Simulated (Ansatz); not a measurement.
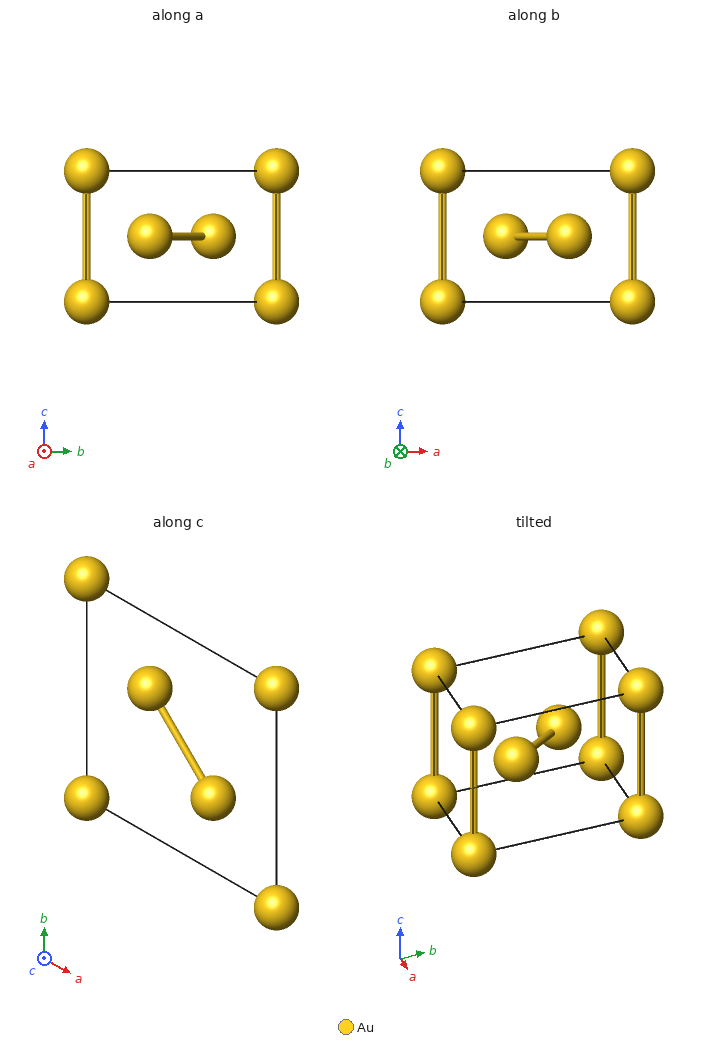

The crystal in a ball-and-stick representation, seen along the a axis, along the b axis, along the c axis and slightly off an axis. The conventional unit cell is outlined; an atom on or near a face, edge or corner is repeated at each equivalent position.

Lattice parameters: a = 4.7033 Å, b = 4.7033 Å, c = 2.8060 Å, α = 90.000°, β = 90.000°, γ = 120.000°.

Convert the drawing into a CIF with its space group and independent sites.

```cif
data_structure
_symmetry_space_group_name_H-M 'P 6/m m m'
_symmetry_Int_Tables_number 191
_cell_length_a 4.7033
_cell_length_b 4.7033
_cell_length_c 2.8060
_cell_angle_alpha 90.000
_cell_angle_beta 90.000
_cell_angle_gamma 120.000
_cell_volume 53.76
loop_
_atom_site_label
_atom_site_type_symbol
_atom_site_symmetry_multiplicity
_atom_site_Wyckoff_symbol
_atom_site_fract_x
_atom_site_fract_y
_atom_site_fract_z
_atom_site_occupancy
Au1 Au 1 a 0.0000 0.0000 0.0000 1
Au2 Au 2 d 0.3333 0.6667 0.5000 1
```

It goes back to a structure type filled with this element by a generator (whether the element takes this form wasn't checked). Earlier steps of the study may have refined or changed the cell and positions. Ansatz was used for an electronic-structure calculation on it.
